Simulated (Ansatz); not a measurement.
This input was run:

```
crystal:
  lattice:
    - [2.39118243, 1.38055413, 4.35128199]
    - [-2.39118243, 1.38055413, 4.35128199]
    - [0.0, -2.76109821, 4.35128199]
  atoms:
    - { symbol: Al, position: [0.35216, 0.35216, 0.35216] }
    - { symbol: Al, position: [0.14784, 0.14784, 0.14784] }
    - { symbol: Al, position: [0.64784, 0.64784, 0.64784] }
    - { symbol: Al, position: [0.85216, 0.85216, 0.85216] }
    - { symbol: O, position: [0.5561, 0.9439, 0.25] }
    - { symbol: O, position: [0.25, 0.5561, 0.9439] }
    - { symbol: O, position: [0.9439, 0.25, 0.5561] }
    - { symbol: O, position: [0.4439, 0.0561, 0.75] }
    - { symbol: O, position: [0.75, 0.4439, 0.0561] }
    - { symbol: O, position: [0.0561, 0.75, 0.4439] }
  symmetry: { tolerance: 0.0003 }
kpoints:
  mp_grid: { grid: [7, 7, 7], shift: [0, 0, 0] }
  band_path:
    path:
      - [0.0, 0.0, 0.0]
      - [0.5, 0.5, 0.5]
      - [0.76622464, 0.23377536, 0.5]
      - [0.5, -0.23377536, 0.23377536]
      - [0.5, 0.0, 0.0]
      - [0.0, 0.0, 0.0]
      - [0.36688768, -0.36688768, 0.0]
      - [0.63311232, 0.0, 0.36688768]
      - [0.5, 0.0, 0.5]
      - [0.0, 0.0, 0.0]
    npoints: 6
magnetization:
  spin_polarized: false
scf:
  occupations: { method: gaussian, width: 0.0627 }
  lower_state_search: "off"
  max_iter: 200
hamiltonian:
  pseudopotentials: { kind: paw }
  xc: pbesol
basis:
  ecutwfc: 420
  fft_grid_basis: typed
output:
  forces: true
  stress: true
  eigenvalues: true
  bader: true
  populations: true
  elf: true
  write_potential: true
  volumetric_format: npy
  dos:
    e_range: [-12, 8]
    de: 0.05
    projected: { site_lists: { Al: [Al], O: [O] } }
checkpoint:
  read: saved_state
```

What does the calculation give for the electronic structure? The path is Γ–T–H2–H0–L–Γ–S0–S2–F–Γ.

The material is gapped. The gap along this path is 5.95 eV and direct: both edges lie at Γ. The top valence level at Γ is a single band, not degenerate (spin aside). The next level lies only 0.03 eV lower.

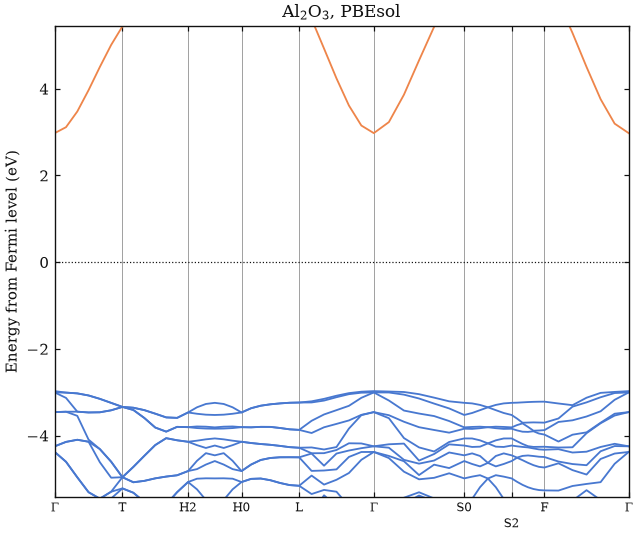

Band structure. Energies are counted from the Fermi level. The path runs straight from each named point to the next. The path has few k points, so lines between them are rough.
